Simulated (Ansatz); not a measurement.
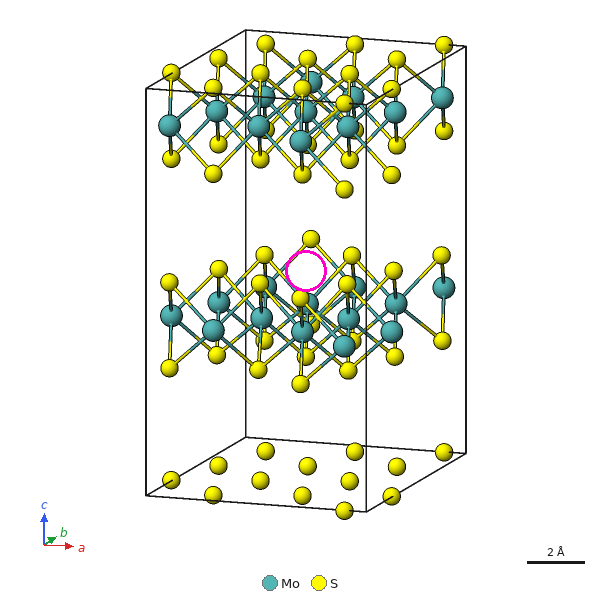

Shown here is a ball-and-stick view of the crystal, taken slightly off an axis. One supercell is outlined, and atoms on its boundary appear in each equivalent place. The host is MoS2, in a cell of 66 sites, and the cell is neutral. A ring marks the defect's site.

Question: What kind of defect was put in?

Answer: A sulfur vacancy. Around the empty site lie three Mo at about 2.4 Å.

The atoms were relaxed in the host's cell with DFT PBE, scalar-relativistic, plane waves, PAW (Ansatz 0.2.0).
